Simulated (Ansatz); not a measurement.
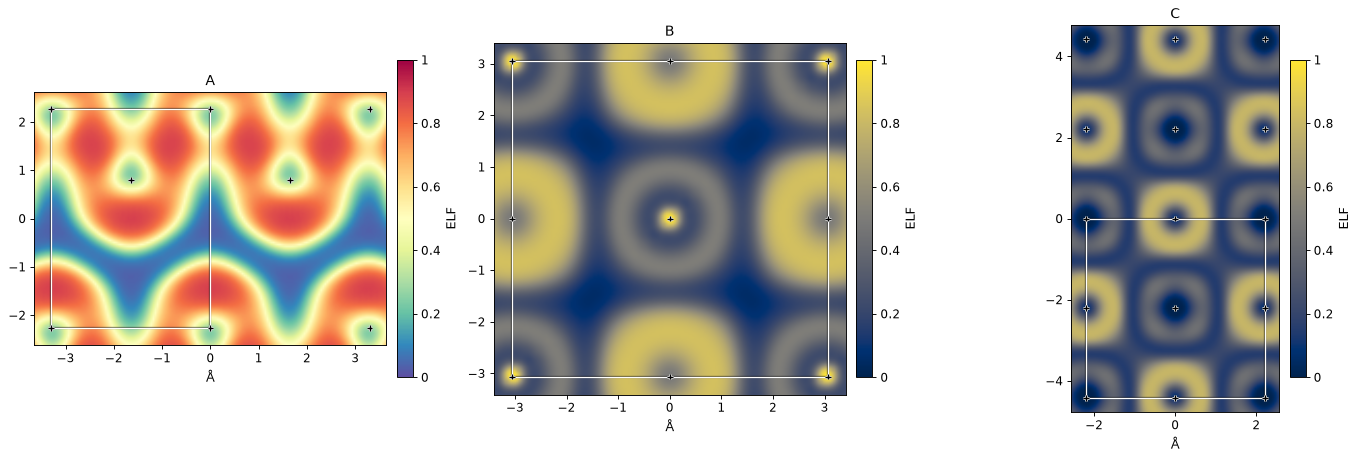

The ELF of 3 systems, each on a plane through atoms (crosses mark nuclei in the plane).

Method: Kohn-Sham DFT of a periodic cell, PBEsol, all-electron PAW datasets made for the crystal in Ansatz.

System 1: PbSe, the (010) plane of the conventional cell. Space group Fm-3m.

```yaml
crystal:
  lattice:
    - [6.12130, 0.00000, 0.00000]
    - [0.00000, 6.12130, 0.00000]
    - [0.00000, 0.00000, 6.12130]
  atoms:
    - { symbol: Pb, position: [0.00000, 0.00000, 0.00000] }
    - { symbol: Pb, position: [0.50000, 0.50000, 0.00000] }
    - { symbol: Pb, position: [0.50000, 0.00000, 0.50000] }
    - { symbol: Pb, position: [0.00000, 0.50000, 0.50000] }
    - { symbol: Se, position: [0.50000, 0.00000, 0.00000] }
    - { symbol: Se, position: [0.00000, 0.50000, 0.00000] }
    - { symbol: Se, position: [0.00000, 0.00000, 0.50000] }
    - { symbol: Se, position: [0.50000, 0.50000, 0.50000] }
```

System 2: P, the (010) plane of the conventional cell. Space group Cmce; a structure from a database of computed crystals, not necessarily the ambient phase.

```
CELL_PARAMETERS angstrom
3.29549 0.00000 0.00000
0.00000 10.93008 0.00000
0.00000 0.00000 4.54364
ATOMIC_POSITIONS crystal
P 0.00000 0.09586 0.58882
P 0.50000 0.59586 0.58882
P 0.00000 0.90414 0.41118
P 0.50000 0.40414 0.41118
P 0.00000 0.40414 0.08882
P 0.50000 0.90414 0.08882
P 0.00000 0.59586 0.91118
P 0.50000 0.09586 0.91118
```

System 3: TaN, the (100) plane of the conventional cell. Space group Fm-3m; a structure from a database of computed crystals, not necessarily the ambient phase; computed pressure about −11 GPa in this cell.

```
Ta N
1.0
     4.42265    0.00000    0.00000
     0.00000    4.42265    0.00000
     0.00000    0.00000    4.42265
Ta N
4 4
Direct
  0.50000 0.00000 0.00000
  0.00000 0.50000 0.00000
  0.00000 0.00000 0.50000
  0.50000 0.50000 0.50000
  0.00000 0.00000 0.00000
  0.50000 0.50000 0.00000
  0.50000 0.00000 0.50000
  0.00000 0.50000 0.50000
```

**Match each panel to its system.**

Panel A is system 2, P: the plane holds P. P–P (2.20 Å): the ELF peaks at about 0.90 between the atoms, as expected for localised, covalent bonding. Panel B is system 1, PbSe: the plane holds Pb and Se. Pb–Se (3.06 Å): the ELF is about 0.30 at the midpoint. Panel C is system 3, TaN: the plane holds Ta and N. Ta–N (2.21 Å): the ELF peaks at about 0.80 in the valence shell of N, 0.6 Å from its nucleus, and is about 0.15 at the midpoint; no localised pair shows between them.
